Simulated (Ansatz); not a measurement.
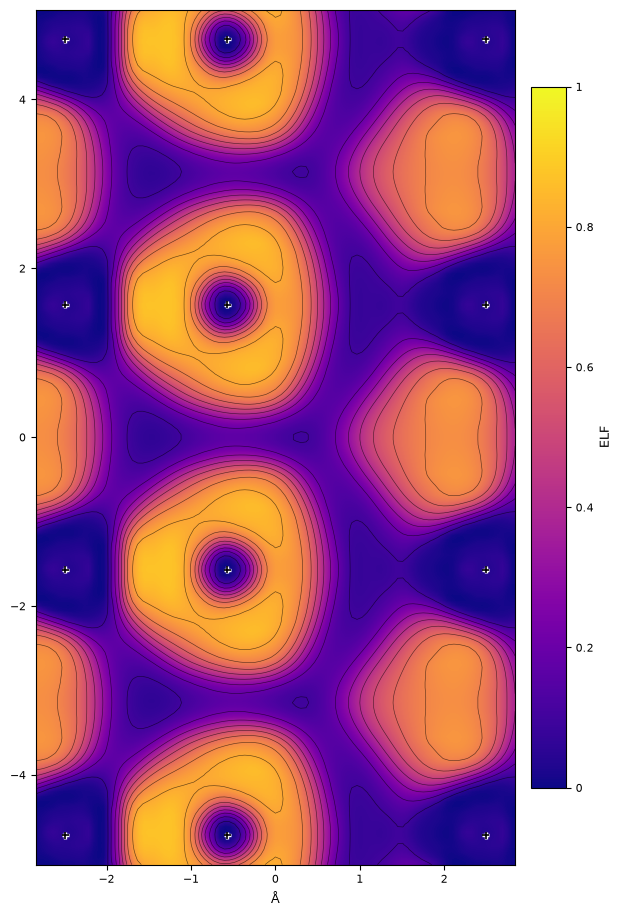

The electron localisation function on a plane through atoms (crosses mark nuclei in the plane).

These are results of Ansatz 0.2.0, DFT, PBEsol, PAW with Ansatz's default frozen-core files, scalar-relativistic, not measurements.

Candidates:
A. AlN, a = 3.14 Å, b = 3.14 Å, c = 4.98 Å, α = 90.00°, β = 90.00°, γ = 120.00°. Space group P6₃mc; changed on purpose from its base cell (equal xx and yy strain of +1 %, PAW files); computed pressure about −3 GPa in this cell.
B. IrO₂, a = 4.48 Å, b = 4.48 Å, c = 3.14 Å, α = 90.00°, β = 90.00°, γ = 90.00°. Space group P4₂/mnm; not relaxed (largest force 0.6 eV/Å); computed without spin polarisation.
C. BaTiO₃, a = 4.04 Å, b = 4.04 Å, c = 4.02 Å, α = 90.00°, β = 90.00°, γ = 90.00°. Space group P4mm; changed on purpose from its base cell (equal xx and yy strain of +1 %, PAW files); not relaxed (largest force 0.5 eV/Å); computed pressure about −7 GPa in this cell; computed without spin polarisation.

Which candidate gave the map?

Answer. Candidate A: AlN on the (11̄0) plane of the conventional cell, which holds Al and N. Al–N (1.92 Å): the ELF peaks at about 0.90 in the valence shell of N, 0.7 Å from its nucleus, and is about 0.85 at the midpoint.
